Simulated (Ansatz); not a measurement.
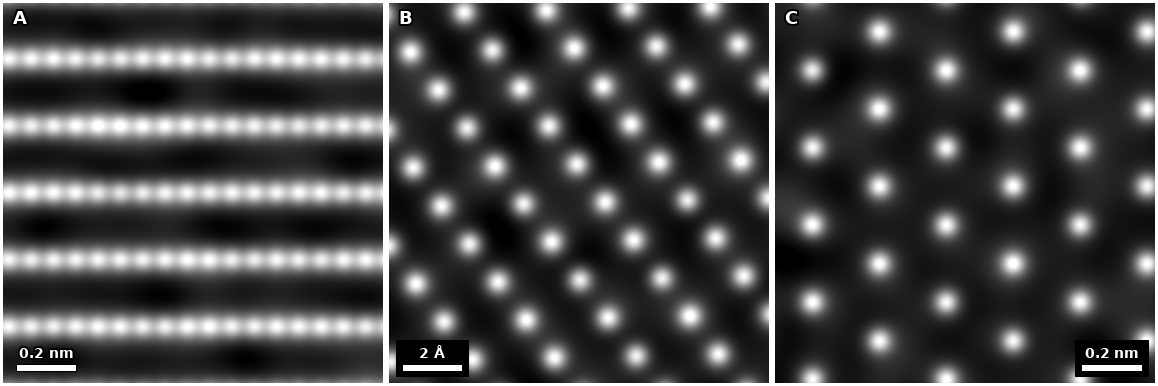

Three views of Au (Im-3m, No. 229) along different zone axes. Simulated as the projected potential of neutral atoms (B = 0.3 Å²) blurred by a 0.50 Å probe, the thin-sample limit of integrated differential phase contrast. The speckle of an amorphous layer was added. Atomic positions: the input geometry of a calculation; the starting structure was generated, so it need not be a known form of this composition.

```cif
data_structure
_symmetry_space_group_name_H-M 'Im-3m'
_symmetry_Int_Tables_number 229
_cell_length_a 3.2383
_cell_length_b 3.2383
_cell_length_c 3.2383
_cell_angle_alpha 90.000
_cell_angle_beta 90.000
_cell_angle_gamma 90.000
_cell_volume 33.96
loop_
_atom_site_label
_atom_site_type_symbol
_atom_site_symmetry_multiplicity
_atom_site_Wyckoff_symbol
_atom_site_fract_x
_atom_site_fract_y
_atom_site_fract_z
_atom_site_occupancy
Au1 Au 2 a 0.00000 0.00000 0.00000 1
```

> Match the panels to the zone axes [110], [111] and [221].

A is [221]: projected cell 0.76 × 2.29 Å, 90°, plane group p2mm. B is [110]: projected cell 1.62 × 2.29 Å, 90°, plane group p2mm. C is [111]: projected cell 2.64 × 2.64 Å, 120°, plane group p6mm.
